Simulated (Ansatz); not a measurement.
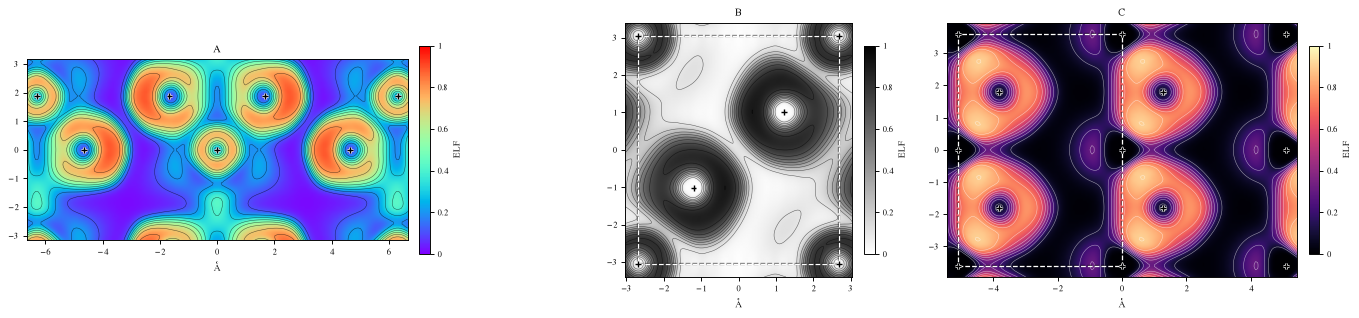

The ELF of 3 systems, each on a plane through atoms (crosses mark nuclei in the plane).

Computed with DFT, PBEsol, PAW with Ansatz's default frozen-core files, scalar-relativistic; relaxation of cell and atoms in Ansatz.

System 1: MoSe2, the (110) plane of the conventional cell. Space group P6₃/mmc; computed pressure about 2 GPa in this cell; computed without spin polarisation.

System 2: BeSe, the (101) plane of the conventional cell. Space group F-43m; computed pressure about 2 GPa in this cell.

```cif
data_structure
_symmetry_space_group_name_H-M 'P 1'
_symmetry_Int_Tables_number 1
_cell_length_a 5.0879
_cell_length_b 5.0879
_cell_length_c 5.0879
_cell_angle_alpha 90.000
_cell_angle_beta 90.000
_cell_angle_gamma 90.000
_cell_volume 131.71
loop_
_atom_site_label
_atom_site_type_symbol
_atom_site_fract_x
_atom_site_fract_y
_atom_site_fract_z
_atom_site_occupancy
Be1 Be 0.50000 0.00000 0.50000 1
Be2 Be 0.00000 0.00000 0.00000 1
Be3 Be 0.00000 0.50000 0.50000 1
Be4 Be 0.50000 0.50000 0.00000 1
Se1 Se 0.25000 0.25000 0.75000 1
Se2 Se 0.75000 0.25000 0.25000 1
Se3 Se 0.75000 0.75000 0.75000 1
Se4 Se 0.25000 0.75000 0.25000 1
```

System 3: ZrS2, the (110) plane of the conventional cell. Space group P-3m1; a structure from a database of computed crystals, not necessarily the ambient phase; computed pressure about 7 GPa in this cell.

Q: Match each panel to its system.

A: Panel A is system 1, MoSe2: the plane holds Mo and Se. Mo–Se (2.51 Å): the ELF is about 0.50 at the midpoint. Panel B is system 3, ZrS2: the plane holds Zr and S. Zr–S (2.51 Å): the ELF peaks at about 0.85 in the valence shell of S, 0.8 Å from its nucleus, and is about 0.35 at the midpoint. Panel C is system 2, BeSe: the plane holds Be and Se. Be–Se (2.20 Å): the ELF peaks at about 0.90 between the atoms: a shared but strongly polarised pair.
